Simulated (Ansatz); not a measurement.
## Electronic structure of CdO2 in real space

Input file:

```
crystal:
  lattice:
    - [3.4762295762, 0.0, 0.0]
    - [-1.7381147881, 3.0105031223, 0.0]
    - [0.0, 0.0, 4.148076]
  atoms:
    - { symbol: Cd, position: [0.0, 0.0, 0.0] }
    - { symbol: O, position: [0.3333333333, 0.6666666667, 0.244219] }
    - { symbol: O, position: [0.6666666667, 0.3333333333, 0.755781] }
hamiltonian:
  xc: r2scan
  pseudopotentials: { kind: paw }
kpoints:
  mp_grid: { grid: [9, 9, 7] }
  band_path:
    path:
      - [[0.0, 0.0, 0.0], [0.5, 0.0, 0.0], [0.3333333333, 0.3333333333, 0.0], [0.0, 0.0, 0.0], [0.0, 0.0, 0.5], [0.5, 0.0, 0.5], [0.3333333333, 0.3333333333, 0.5], [0.0, 0.0, 0.5]]
      - [[0.5, 0.0, 0.5], [0.5, 0.0, 0.0]]
      - [[0.3333333333, 0.3333333333, 0.0], [0.3333333333, 0.3333333333, 0.5]]
    npoints: 14
scf:
  occupations: { method: fermi_dirac, width: 0.05 }
  n_extra_bands: 7
output:
  forces: true
  stress: true
  eigenvalues: true
  fatbands: false
  write_density: true
  write_potential: true
  elf: true
  volumetric_format: npy
```

Run with:

```sh
ansatz run input.yaml --threads 2 --pin off --max-ram 5632MiB --backend cpu --events-out ev --progress --plain --runs-dir out
```

Below, planes, directions and counts refer to the conventional cell (a = 3.48 Å, b = 3.48 Å, c = 4.15 Å, α = 90.00°, β = 90.00°, γ = 120.00°).

Space group P-3m1; a structure from a database of computed crystals, not necessarily the ambient phase; computed pressure about −10 GPa in this cell.

All numbers below come from Ansatz, Kohn-Sham DFT of a periodic cell, r2SCAN, Ansatz PAW.

In a PAW calculation such maps are meaningful between the atoms, not at the nuclei.

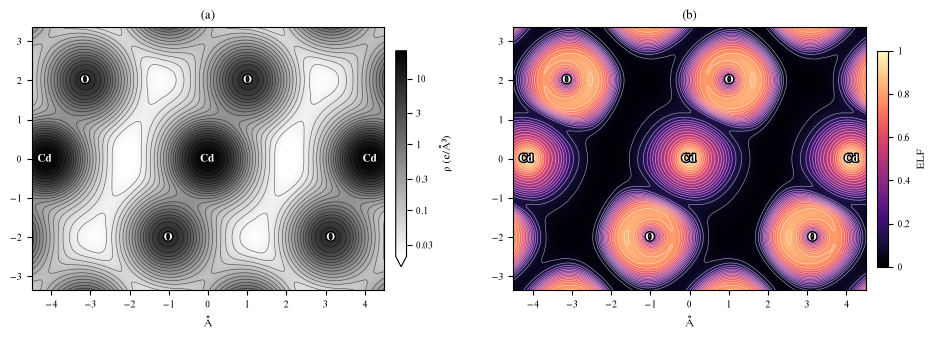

Figure 1. (a) valence pseudo-density; (b) electron localisation function on the (110) plane of the conventional cell.

> What does the map show?

The plane passes through Cd and O nuclei. Cd–O (2.25 Å): ρ at the midpoint is about 0.45 e/Å³; the ELF peaks at about 0.80 in the valence shell of O, 0.6 Å from its nucleus, and drops to about 0.10 between the two atoms; no localised pair shows between them. Between the atoms the lowest density in this plane is 0.02 e/Å³. The ELF also peaks beside O, away from the bonds: lone-pair regions. The features right at Cd lie inside the PAW spheres, where the map follows smoothed inner orbitals and isn't to be read closely.

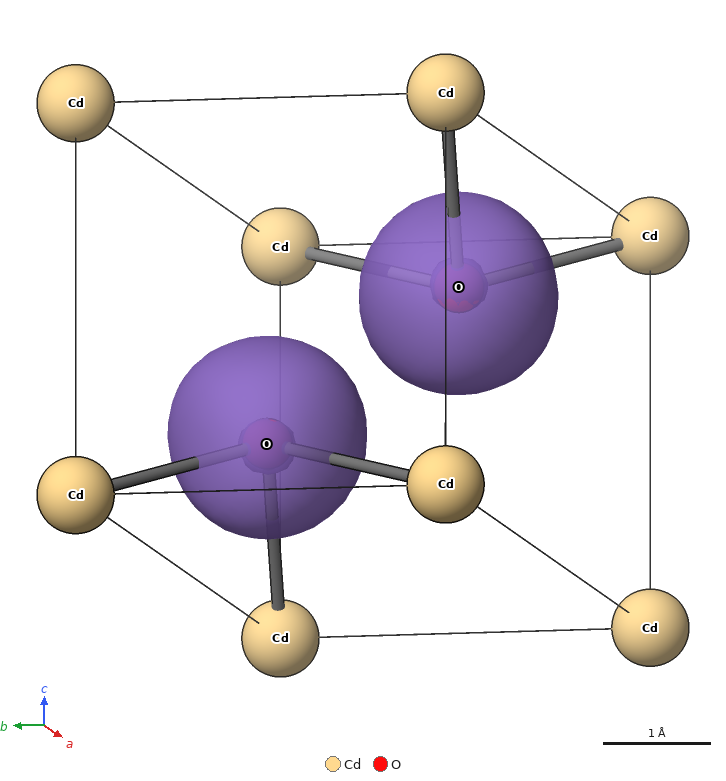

Figure 2. Isosurface of the electron localisation function at 0.6 (purple), seen at an oblique angle. Core shells and regions of very low density are left out. Sticks mark near contacts.

> Identify the bonds, lone pairs and shells in this picture.

The ELF exceeds this value in two regions wrapped around O (the valence shell of each), counted in one cell of 3 atoms. Regions shared between cells count once.

> Does the calculation make it a metal, or give it a gap?

It is metallic or semimetallic at this level of theory: no gap opens.
